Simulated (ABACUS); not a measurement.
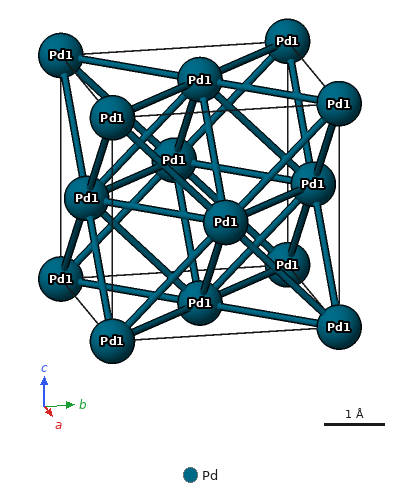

Figure 1. The structure as given in the input (ball-and-stick view of the cell 4 times as large as that of the calculation, set on its symmetry axes, seen slightly off an axis; atoms are numbered from 1 in the order of the input). Near neighbours in the crystal (not all of them lie inside the picture): Pd has 12 Pd at 2.75 Å.

Band-structure run, with input and output: Pd (part 1 of 3)

The run: band-structure run of Pd (Fm-3m, 1 atom in the cell). Method and program: Kohn-Sham DFT of a periodic cell, r2SCAN, SG15 ONCV 1.2 PBE, no spin polarisation (ABACUS 3.10.1).

The structure derives from an entry of the Crystallography Open Database.

## The program's output
```
ABACUS v3.10.1

               Atomic-orbital Based Ab-initio Computation at UStc

 ------------------------------------------------------------------------------------

 READING GENERAL INFORMATION
                           global_out_dir = OUT.Pd/
                           global_in_card = INPUT
                               pseudo_dir = ./
                              orbital_dir = ./
                                    DSIZE = 4
                                    GSIZE = 1

 READING UNITCELL INFORMATION
                                    ntype = 1
                  lattice constant (Bohr) = 1.88973
              lattice constant (Angstrom) = 1

 READING ATOM TYPE 1
                               atom label = Pd
                      L=0, number of zeta = 2
                      L=1, number of zeta = 2
                      L=2, number of zeta = 2
                      L=3, number of zeta = 1
             number of atom for this type = 1

                        TOTAL ATOM NUMBER = 1
DIRECT COORDINATES
    atom                   x                   y                   z     mag                  vx                  vy                  vz
taud_Pd1            0.0000000000        0.0000000000        0.0000000000  0.0000        0.0000000000        0.0000000000        0.0000000000

                          Volume (Bohr^3) = 99.5382
                             Volume (A^3) = 14.75

 Lattice vectors: (Cartesian coordinate: in unit of a_0)
                   +0             +1.9465             +1.9465
              +1.9465                  +0             +1.9465
              +1.9465             +1.9465                  +0
 Reciprocal vectors: (Cartesian coordinate: in unit of 2 pi/a_0)
            -0.256871           +0.256871           +0.256871
            +0.256871           -0.256871           +0.256871
            +0.256871           +0.256871           -0.256871
 The esolver type has been set to : ksdft_lcao

                PAO radial cut off (Bohr) = 10

 Read in pseudopotential file is Pd_ONCV_PBE-1.2.upf
                     pseudopotential type = NC
          exchange-correlation functional = PBE
                 nonlocal core correction = 0
                        valence electrons = 18
                                     lmax = 2
                           number of zeta = 0
                     number of projectors = 6
                           L of projector = 0
                           L of projector = 0
                           L of projector = 1
                           L of projector = 1
                           L of projector = 2
                           L of projector = 2
 XC functional updated to : MGGA_X_R2SCAN+MGGA_C_R2SCAN
          exchange-correlation functional = MGGA_X_R2SCAN+MGGA_C_R2SCAN
     initial pseudo atomic orbital number = 0

 SETUP THE ELECTRONS NUMBER
            electron number of element Pd = 18
      total electron number of element Pd = 18
            AUTOSET number of electrons:  = 18
                           occupied bands = 9
                                   NLOCAL = 25
                                   NBANDS = 19
                                   NBANDS = 19
                                   NLOCAL = 25

%%%%%%%%%%%%%%%%%%%%%%%%%%%%%%%%%%%%%%%%%%%%%%%%%%%%%%%%%%%%%%%%%%%%%%%%%%%%%%%%%%%%%%%%%%%%%%%%%%%%%%%%%%
 Warning: the number of valence electrons in pseudopotential > 10 for Pd: [Kr] 4d10
 Pseudopotentials with additional electrons can yield (more) accurate outcomes, but may be less efficient.
 If you're confident that your chosen pseudopotential is appropriate, you can safely ignore this warning.
%%%%%%%%%%%%%%%%%%%%%%%%%%%%%%%%%%%%%%%%%%%%%%%%%%%%%%%%%%%%%%%%%%%%%%%%%%%%%%%%%%%%%%%%%%%%%%%%%%%%%%%%%%

 SETUP THE PLANE WAVE BASIS
 energy cutoff for charge/potential (unit:Ry) = 400
            fft grid for charge/potential = [ 36, 36, 36 ]
                        fft grid division = [ 3, 3, 3 ]
        big fft grid for charge/potential = [ 12, 12, 12 ]
                                     nbxx = 432
                                     nrxx = 11664

 SETUP PLANE WAVES FOR CHARGE/POTENTIAL
                    number of plane waves = 13539
                         number of sticks = 745

 PARALLEL PW FOR CHARGE/POTENTIAL
     PROC   COLUMNS(POT)             PW
        1            186           3384
        2            187           3388
        3            186           3384
        4            186           3383
 --------------- sum -------------------
        4            745          13539
                            number of |g| = 184
                                  max |g| = 36.1586
                                  min |g| = 0.197949

----------- Double Check Mixing Parameters Begin ------------
mixing_type: broyden
mixing_beta: 0.7
mixing_gg0: 1
mixing_gg0_min: 0.1
mixing_ndim: 8
----------- Double Check Mixing Parameters End ------------

 LATTICE VECTORS: (CARTESIAN COORDINATE: IN UNIT OF A0)
                   +0             +1.9465             +1.9465
              +1.9465                  +0             +1.9465
              +1.9465             +1.9465                  +0
                       right hand lattice = 1
                                   NORM_A = 2.75277
                                   NORM_B = 2.75277
                                   NORM_C = 2.75277
                           ALPHA (DEGREE) = 60
                           BETA  (DEGREE) = 60
                           GAMMA (DEGREE) = 60

 The lattice vectors have been changed (STRU_SIMPLE.cif)

(for optimal symmetric configuration:)
                             BRAVAIS TYPE = 3
                     BRAVAIS LATTICE NAME = 03. Cubic F (face-centered)
                                    ibrav = 3
                                    IBRAV = 3
                                  BRAVAIS = FACE CENTERED CUBIC
                       LATTICE CONSTANT A = 3.893
Original cell was already a primitive cell.
                        ROTATION MATRICES = 48
              PURE POINT GROUP OPERATIONS = 48
                   SPACE GROUP OPERATIONS = 48
                              POINT GROUP = O_h
               POINT GROUP IN SPACE GROUP = O_h

 SETUP K-POINTS
                                    nspin = 1
                   Input type of k points = Monkhorst-Pack(Gamma)
                                   nkstot = 729
                       right hand lattice = 1
(for reciprocal lattice: )
                             BRAVAIS TYPE = 2
                     BRAVAIS LATTICE NAME = 02. Cubic I (body-centered)
                                    ibrav = 2
                       right hand lattice = 1
(for k-lattice: )
                             BRAVAIS TYPE = 2
                     BRAVAIS LATTICE NAME = 02. Cubic I (body-centered)
                                    ibrav = 2
                       right hand lattice = 1
                        ROTATION MATRICES = 48
                               nkstot_ibz = 35
K-POINTS REDUCTION ACCORDING TO SYMMETRY
     IBZ    DIRECT_X    DIRECT_Y    DIRECT_Z  WEIGHT  ibz2bz
       1  0.00000000  0.00000000  0.00000000  0.0014       0
       2  0.11111111  0.11111111  0.11111111  0.0110       1
       3  0.22222222  0.22222222  0.22222222  0.0110       2
       4  0.33333333  0.33333333  0.33333333  0.0110       3
       5  0.44444444  0.44444444  0.44444444  0.0110       4
       6  0.11111111  0.11111111  0.00000000  0.0082      10
       7  0.22222222  0.22222222  0.11111111  0.0329      11
       8  0.33333333  0.33333333  0.22222222  0.0329      12
       9  0.44444444  0.44444444  0.33333333  0.0329      13
      10 -0.44444444  0.44444444  0.44444444  0.0329      14
      11  0.44444444  0.33333333  0.33333333  0.0329      15
      12  0.22222222  0.22222222  0.33333333  0.0329      16
      13  0.22222222  0.11111111  0.11111111  0.0165      17
      14  0.22222222  0.22222222  0.00000000  0.0082      20
      15  0.33333333  0.11111111  0.33333333  0.0329      21
      16  0.44444444  0.44444444  0.22222222  0.0329      22
      17 -0.33333333  0.44444444  0.44444444  0.0329      23
      18 -0.44444444  0.33333333  0.33333333  0.0329      24
      19  0.44444444  0.22222222  0.22222222  0.0165      25
      20  0.33333333  0.33333333  0.00000000  0.0082      30
      21  0.44444444  0.44444444  0.11111111  0.0329      31
      22 -0.22222222  0.44444444  0.44444444  0.0329      32
      23 -0.33333333  0.33333333  0.33333333  0.0165      33
      24  0.44444444  0.44444444  0.00000000  0.0082      40
      25 -0.11111111  0.44444444  0.44444444  0.0165      41
      26  0.33333333  0.11111111  0.22222222  0.0329     102
      27  0.44444444  0.33333333  0.22222222  0.0658     103
      28 -0.44444444  0.44444444  0.33333333  0.0658     104
      29  0.44444444  0.33333333  0.11111111  0.0329     112
      30 -0.44444444  0.44444444  0.22222222  0.0658     113
[... 5 further k points ...]

                               nkstot now = 35
[... K-POINTS DIRECT COORDINATES: 35 rows ...]

           k-point number in this process = 35
       minimum distributed K point number = 35
[... stars of the k points ...]

[... K-POINTS CARTESIAN COORDINATES: 35 rows ...]

[... K-POINTS DIRECT COORDINATES: 35 rows ...]

 SETUP PLANE WAVES FOR WAVE FUNCTIONS
     energy cutoff for wavefunc (unit:Ry) = 100
              fft grid for wave functions = [ 36, 36, 36 ]
                    number of plane waves = 2421
                         number of sticks = 241

 PARALLEL PW FOR WAVE FUNCTIONS
     PROC   COLUMNS(POT)             PW
        1             60            605
        2             60            605
        3             60            605
        4             61            606
 --------------- sum -------------------
        4            241           2421

 SET NONLOCAL PSEUDOPOTENTIAL PROJECTORS
 max number of nonlocal projetors among all species is 6

 -------------------------------------------
 SELF-CONSISTENT
 -------------------------------------------

 SETUP SEARCHING RADIUS FOR PROGRAM TO SEARCH ADJACENT ATOMS
                  longest orb rcut (Bohr) = 7
   longest nonlocal projector rcut (Bohr) = 2.5
                     search radius (Bohr) = 19
              searching radius is (Bohr)) = 19
         searching radius unit is (Bohr)) = 1.89
                         PeriodicBoundary = 1
                        Radius(unit:lat0) = 10.1
                                   glayer = [ 6, 6, 6 ]
                             glayer_minus = [ 5, 5, 5 ]

Find the coordinate range of the input atom(unit:lat0).
                                  min_tau = [ -19.5, -19.5, -19.5 ]
                                  max_tau = [ 19.5, 19.5, 19.5 ]
                                BoxNumber = [ 11, 11, 11 ]

 SETUP EXTENDED REAL SPACE GRID FOR GRID INTEGRATION
                          real space grid = [ 36, 36, 36 ]
                 big cell numbers in grid = [ 12, 12, 12 ]
             meshcell numbers in big cell = [ 3, 3, 3 ]
                        extended fft grid = [ 20, 20, 20 ]
                dimension of extened grid = [ 53, 53, 53 ]
                            UnitCellTotal = 125
              Atom number in sub-FFT-grid = 1
    Local orbitals number in sub-FFT-grid = 25
                                ParaV.nnr = 42081
                                 init_chg = atomic

 LCAO ALGORITHM --------------- ION=   1  ELEC=   1--------------------------------

 Density error is 0.0354065723736
----------------------------------------------------------
     Energy           Rydberg                 eV
----------------------------------------------------------
 E_KohnSham     -253.3168790873      -3446.5529551637
 E_Harris       -251.6004022486      -3423.1990896725
 E_Fermi        1.4292362530         19.4457568290
----------------------------------------------------------

 LCAO ALGORITHM --------------- ION=   1  ELEC=   2--------------------------------

 Density error is 0.0118563565637
----------------------------------------------------------
     Energy           Rydberg                 eV
----------------------------------------------------------
 E_KohnSham     -253.3382039428      -3446.8430947076
 E_Harris       -253.7169195893      -3451.9957854226
 E_Fermi        1.4882868780         20.2491817990
----------------------------------------------------------

 LCAO ALGORITHM --------------- ION=   1  ELEC=   3--------------------------------

 Density error is 0.00726559051323
----------------------------------------------------------
     Energy           Rydberg                 eV
----------------------------------------------------------
 E_KohnSham     -253.3419966773      -3446.8946975086
 E_Harris       -252.9231365062      -3441.1958125165
 E_Fermi        1.4721657574         20.0298427018
----------------------------------------------------------

 LCAO ALGORITHM --------------- ION=   1  ELEC=   4--------------------------------

 Density error is 0.000721254490384
----------------------------------------------------------
     Energy           Rydberg                 eV
----------------------------------------------------------
 E_KohnSham     -253.3421473972      -3446.8967481572
 E_Harris       -253.2895764458      -3446.1814836694
 E_Fermi        1.4841175392         20.1924550353
----------------------------------------------------------

 LCAO ALGORITHM --------------- ION=   1  ELEC=   5--------------------------------

 Density error is 0.000382987913859
----------------------------------------------------------
     Energy           Rydberg                 eV
----------------------------------------------------------
 E_KohnSham     -253.3421563720      -3446.8968702666
 E_Harris       -253.3685947157      -3447.2565823865
 E_Fermi        1.4854959256         20.2112089440
----------------------------------------------------------

 LCAO ALGORITHM --------------- ION=   1  ELEC=   6--------------------------------

 Density error is 1.79821209385e-05
----------------------------------------------------------
     Energy           Rydberg                 eV
----------------------------------------------------------
 E_KohnSham     -253.3421574360      -3446.8968847427
 E_Harris       -253.3426632917      -3446.9037672631
 E_Fermi        1.4849996836         20.2044572253
----------------------------------------------------------

 LCAO ALGORITHM --------------- ION=   1  ELEC=   7--------------------------------

 Density error is 8.94162777847e-06
----------------------------------------------------------
     Energy           Rydberg                 eV
----------------------------------------------------------
 E_KohnSham     -253.3421574360      -3446.8968847428
 E_Harris       -253.3415162458      -3446.8881609026
 E_Fermi        1.4849586433         20.2038988434
----------------------------------------------------------

 LCAO ALGORITHM --------------- ION=   1  ELEC=   8--------------------------------

 Density error is 1.50318551743e-07
----------------------------------------------------------
     Energy           Rydberg                 eV
----------------------------------------------------------
 E_KohnSham     -253.3421574365      -3446.8968847494
 E_Harris       -253.3421609293      -3446.8969322718
 E_Fermi        1.4849742638         20.2041113716
----------------------------------------------------------

 LCAO ALGORITHM --------------- ION=   1  ELEC=   9--------------------------------

 Density error is 2.35646637453e-07
----------------------------------------------------------
     Energy           Rydberg                 eV
----------------------------------------------------------
 E_KohnSham     -253.3421574364      -3446.8968847485
 E_Harris       -253.3421412139      -3446.8966640292
 E_Fermi        1.4849737609         20.2041045286
----------------------------------------------------------

 LCAO ALGORITHM --------------- ION=   1  ELEC=  10--------------------------------

 Density error is 3.12958664444e-08
----------------------------------------------------------
     Energy           Rydberg                 eV
----------------------------------------------------------
 E_KohnSham     -253.3421574364      -3446.8968847483
 E_KS(sigma->0) -253.3414327788      -3446.8870252755
 E_Harris       -253.3421596831      -3446.8969153159
 E_band         -10.6664073101       -145.1239166066
 E_one_elec     -76.5229974315       -1041.1487931076
 E_Hartree      50.0778204402        681.3437014080
 E_xc           -24.9714968294       -339.7546444682
 E_Ewald        -201.9240343005      -2747.3174296348
 E_entropy(-TS) -0.0014493153        -0.0197189457
 E_descf        0.0000000000         0.0000000000
 E_exx          0.0000000000         0.0000000000
 E_Fermi        1.4849741687         20.2041100773
----------------------------------------------------------

 charge density convergence is achieved
 final etot is -3446.8968847 eV
 EFERMI = 20.204110077 eV
The vacuum level is 20.446651539 eV
```
